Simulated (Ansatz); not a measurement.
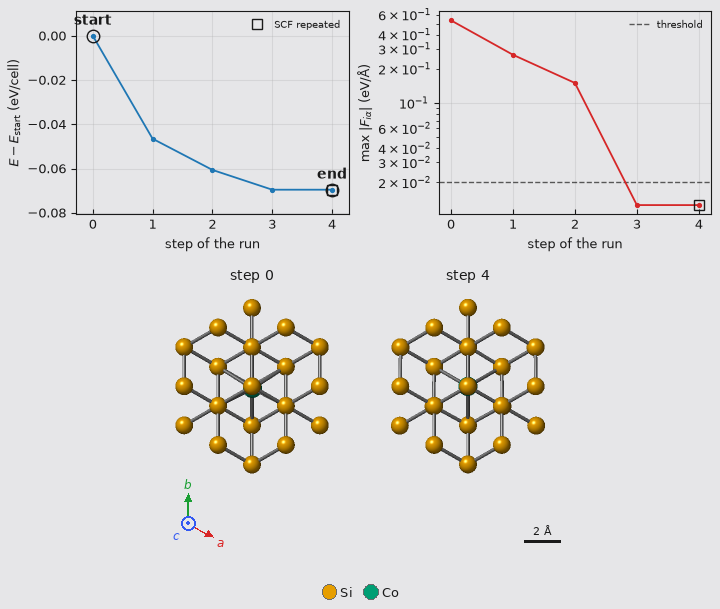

First and last geometry of a relaxation of a defect cell of composition CoSi32, with the history of the run. A ball-and-stick model of the atoms within 5.8 Å of the atom that moves most (axes of the cell of the calculation), seen along the c axis.

Case: Co interstitial, charge +0, atoms relaxed.

Method: Ansatz, DFT PBE, scalar-relativistic, plane waves, PAW. Set-up: plane-wave cutoff 420 eV; k-point mesh 2 × 2 × 2; occupations gaussian; smearing width 0.02 eV; mesh shifted by (0.5, 0.5, 0.5); collinear spin; atoms relaxed in a fixed cell; force threshold 0.02 eV/Å; at most 60 steps.

Q: Did the run converge, and what did it change?

A: It converged. The Co atom moves most: 0.13 Å along [−1 3 2]. Largest moves by element: Co 0.13 Å, Si 0.05 Å. The cell doesn't change. Near-neighbour distances that change, for instance: Co–Si 2.871 → 2.731 Å, Co–Si 2.270 → 2.408 Å, Co–Si 2.600 → 2.706 Å, Co–Si 2.317 → 2.403 Å. Among the angles between lasting bonds that change: Si–Si–Co 72.6° → 69.2°, Si–Si–Co 72.8° → 69.6°, Si–Si–Co 176.8° → 179.8°. After 3 accepted moves (4 points after the start) the energy has fallen by 69.6 meV per cell of the calculation. Largest force component: 0.54 eV/Å at the start, 0.013 eV/Å at the end. 1 step only repeated the SCF at the same geometry.
